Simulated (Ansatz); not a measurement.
```
CELL_PARAMETERS angstrom
2.24895 -2.24895 0.00000
2.24895 2.24895 0.00000
0.00000 0.00000 4.40795
ATOMIC_POSITIONS crystal
Ga 0.00000 0.00000 0.00000
Ga 0.50000 0.50000 0.50000
N 0.00000 0.50000 0.25000
N 0.50000 0.00000 0.75000
```

Space group I-4m2; started from the zincblende prototype, which need not be the ambient phase; changed on purpose from its base cell (uniaxial z strain -2.0%); computed pressure about 4 GPa in this cell.

Computed with DFT, r2SCAN with spin-orbit coupling, plane waves, PAW (Ansatz).

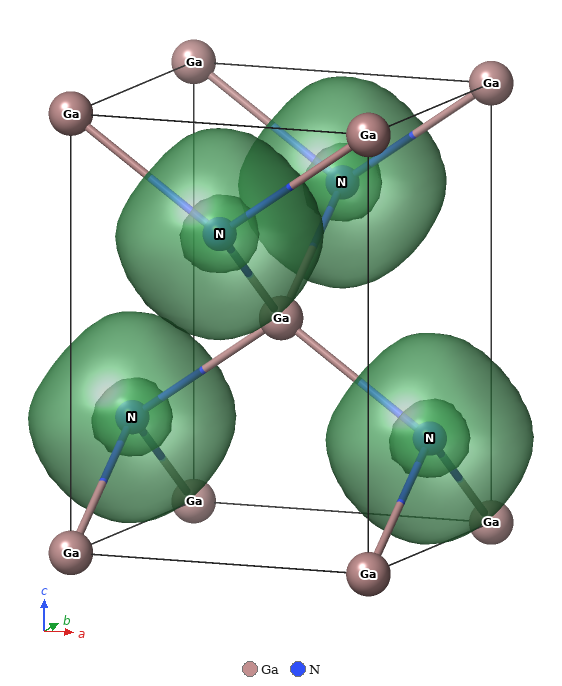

GaN. Isosurface of the electron localisation function at 0.6 (green), seen slightly off an axis. Core shells and regions of very low density are left out. Sticks mark near contacts.

In a PAW calculation such maps are meaningful between the atoms, not at the nuclei.

Identify the bonds, lone pairs and shells in this picture.

At this value the surface marks out two regions wrapped around N (the valence shell of each), counted in one cell of 4 atoms. Regions shared between cells count once.

Values along the shortest contacts:
Ga–N (1.93 Å): the ELF peaks at about 0.85 in the valence shell of N, 0.7 Å from its nucleus, and is about 0.50 at the midpoint.

Does the calculation give a band gap?

It is gapped, with a Kohn–Sham gap of 2.2 eV on the k-point mesh (the band edges may lie off the mesh, which would make the gap smaller).
